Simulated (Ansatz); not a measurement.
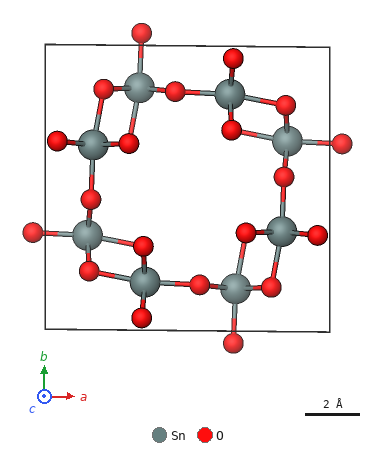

Starting structure of a crystal of SnO2 (set up in C2/m). A ball-and-stick model of the larger cell on standard axes (2 times the calculation's cell), seen along the c axis.

The run lets the atoms move in a fixed cell, from this start: strain = -0.01. The cell is held at a strain of −1.0 % (one member of a series).

Level of theory: Ansatz 0.2.0, Kohn-Sham DFT of a periodic cell, PBE, Ansatz PAW.

Input
```yaml
crystal:
  lattice:
    - [-5.40017655, 5.40017655, 1.616233]
    - [5.40017655, -5.40017655, 1.616233]
    - [5.34644345, 5.34644345, -1.616233]
  atoms:
    - { symbol: Sn, position: [0.3510765, 0.8310675, 0.182144] }
    - { symbol: Sn, position: [0.8310675, 0.6489235, 0.479991] }
    - { symbol: Sn, position: [0.1689325, 0.3510765, 0.520009] }
    - { symbol: Sn, position: [0.6489235, 0.1689325, 0.817856] }
    - { symbol: O, position: [0.2056015, 0.1549285, 0.36053] }
    - { symbol: O, position: [0.8450715, 0.2056015, 0.050673] }
    - { symbol: O, position: [0.7943985, 0.8450715, 0.63947] }
    - { symbol: O, position: [0.1549285, 0.7943985, 0.949327] }
    - { symbol: O, position: [0.1610445, 0.5429605, 0.704005] }
    - { symbol: O, position: [0.5429605, 0.8389555, 0.381916] }
    - { symbol: O, position: [0.4570395, 0.1610445, 0.618084] }
    - { symbol: O, position: [0.8389555, 0.4570395, 0.295995] }
hamiltonian:
  xc: pbe
  pseudopotentials: { kind: paw }
kpoints:
  mp_grid: { grid: [7, 7, 7] }
scf:
  occupations: { method: fermi_dirac, width: 0.05 }
output:
  forces: true
  stress: true
  eigenvalues: true
relax:
  f_tol: 0.01
  max_steps: 40
```

Run as
```bash
ansatz run input.yaml --threads 4 --pin off --max-ram 11264MiB --backend cpu --events-out ev --progress --plain --runs-dir out
```

Q: Predict the outcome.

A: The largest moves, 0.039 Å, are those of O atoms. Largest moves by element: O 0.039 Å, Sn 0.033 Å. The cell doesn't change. Among the contacts that change: O–Sn 2.148 → 2.134 Å, O–Sn 2.113 → 2.104 Å. Bond angles that change, for instance: O–Sn–O 171.7° → 169.0°. The space group stays C2/m (No. 12). The energy falls by 21.3 meV per cell of the calculation in 4 geometry steps. Largest force component: 0.21 eV/Å at the start, 0.0023 eV/Å at the end. The run took 100 s on 4 threads of Arm Neoverse V1, with other jobs on the host, peak memory 1.1 GiB.
